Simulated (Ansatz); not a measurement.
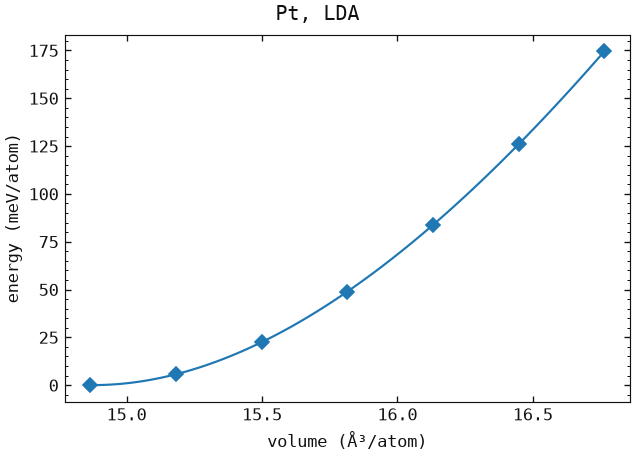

The picture above shows the energy against volume for Pt, space group P6_3/mmc (No. 194).

Starting cell:
```xyz
2
Lattice="2.7607 0.0000 0.0000 -1.3803 2.3908 0.0000 0.0000 0.0000 4.7921" Properties=species:S:1:pos:R:3 pbc="T T T"
Pt    0.0000    1.5939    1.1980
Pt    1.3803    0.7969    3.5941
```

How it was computed, with Ansatz 0.2.0: all-electron LAPW DFT, no spin polarisation; energies at scaled volumes of the given cell, shape and fractions fixed, counted from the fit's minimum, third-order Birch-Murnaghan fit. Level: LDA.

k mesh 11×11×6; occupations Fermi–Dirac; smearing width 0.05 eV; potentials all electron LAPW, scalar relativistic; program settings basis error eV/atom 0.001.

From this curve and the settings, what does the calculation give for the pressure at the same points?

The pressure falls from 0.20 GPa at volume 14.87 Å³/atom to −26.05 GPa at 16.76 Å³/atom, and changes sign near 14.88 Å³/atom.

```
volume (Å³/atom)  pressure (GPa)
           14.87            0.20
           15.18           -5.81
           15.50          -11.05
           15.81          -15.62
           16.13          -19.60
           16.45          -23.06
           16.76          -26.05
```

Limits of the calculation: the fit and the printed pressures don't fully agree, or the minimum lies near the end of the range; spin-orbit coupling left out, heavy elements; shape and atomic fractions are frozen while scaling, which makes layered, chain and framework solids too stiff.
